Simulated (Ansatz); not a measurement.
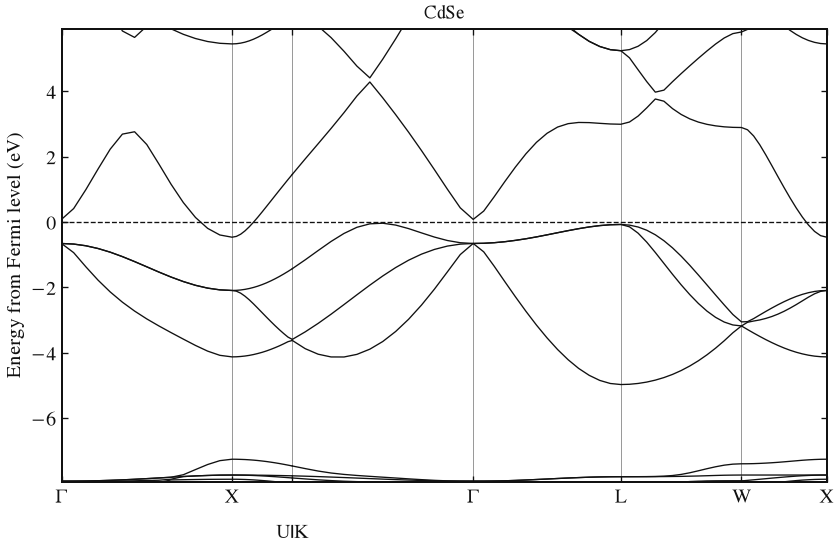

Band structure. Energies are counted from the Fermi level.

Which Bravais lattice do the labels of the path belong to?

A face-centred cubic lattice: the path Γ–X–U|K–Γ–L–W–X runs through the special points of its Brillouin zone.

System: CdSe, space group Fm-3m (No. 225), 2 atoms in the cell.

Space group Fm-3m (No. 225). a = 5.737 Å, b = 5.737 Å, c = 5.737 Å, α = 90.00°, β = 90.00°, γ = 90.00°
| atom | site | symmetry | x | y | z |
| --- | --- | --- | --- | --- | --- |
| Cd | 4a | m-3m | 0.0000 | 0.0000 | 0.0000 |
| Se | 4b | m-3m | 0.5000 | 0.0000 | 0.0000 |

Level of theory: DFT PBE, scalar-relativistic, plane waves, PAW, no spin polarisation, 12×12×12 k mesh, 420 eV cutoff; code Ansatz.

Does this material conduct, going by its bands?

A metal: 1 band crosses the Fermi level along this path.
